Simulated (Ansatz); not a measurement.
Read the following structure.

```yaml
crystal:
  lattice:
    - [2.56740, 0.00000, 0.00000]
    - [0.00000, 5.07480, 0.00000]
    - [0.00000, 0.00000, 2.79879]
  atoms:
    - { symbol: Ge, position: [0.50000, 0.50000, 0.00000] }
    - { symbol: Ge, position: [0.00000, 0.00000, 0.00000] }
```

### Describe what this structure looks like.

The element is germanium. Space group Cmmm (No. 65), lattice base-centred orthorhombic. The cell holds two atoms. Numbers of contacts at bonding distance: Ge 8.

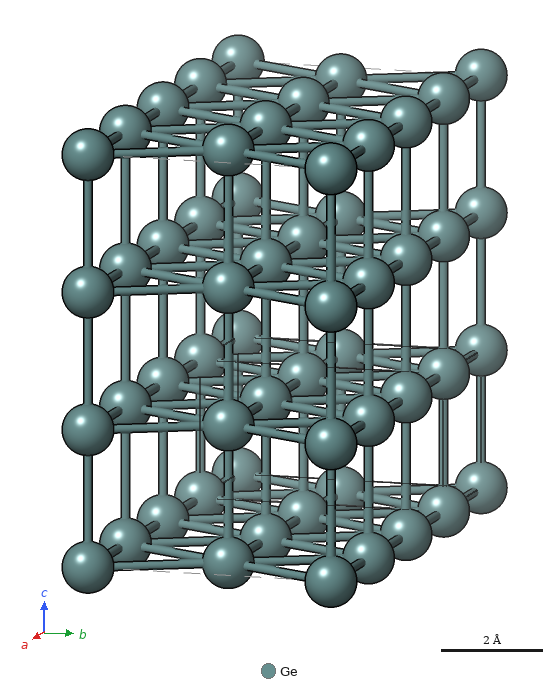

Structure drawing (ball-and-stick), viewed slightly off an axis. Solid lines give the conventional unit cell, repeated here 4×1×3 times. Colours: germanium teal.

Origin of the cell: a structure listed in the Materials Project. The cell was then strained or its atoms displaced on purpose. An electronic-structure calculation with Ansatz was run on it.
